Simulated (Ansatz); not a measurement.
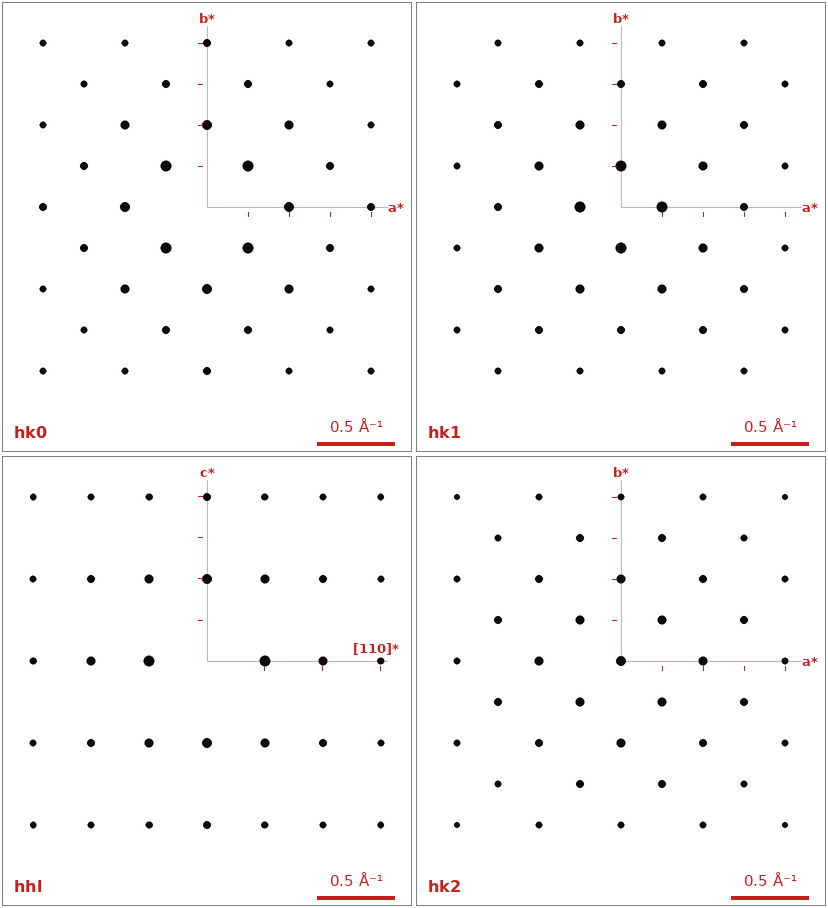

Simulated precession-type sections (X-rays; kinematic intensities, B = 0.5 Å²). The ticks mark integer indices of the conventional cell.

The compound is Sc. Structure: the input geometry of an electronic-structure calculation (not necessarily at equilibrium); the starting structure was generated, so it need not be a known form of this composition.

Question: Read the reciprocal cell and give the direct cell.

Answer: a* = 0.269, b* = 0.269, c* = 0.269 Å⁻¹; the cell is cubic with a = 3.72 Å.

Question: List the systematic absences.

Answer: Reflections are present only under these conditions. hkl: h + k + l = 2n; hk0: h + k = 2n; hhl: l = 2n; h00: h = 2n. The lattice is body-centred (I).

Question: Which space groups fit?

Answer: The intensities have Laue symmetry m-3m (the hk0 layer shows 4mm, hk1 shows 4mm). With these conditions the candidates are I432 (No. 211), I-43m (No. 217), Im-3m (No. 229). Diffraction geometry alone does not choose among them; the structure has Im-3m.
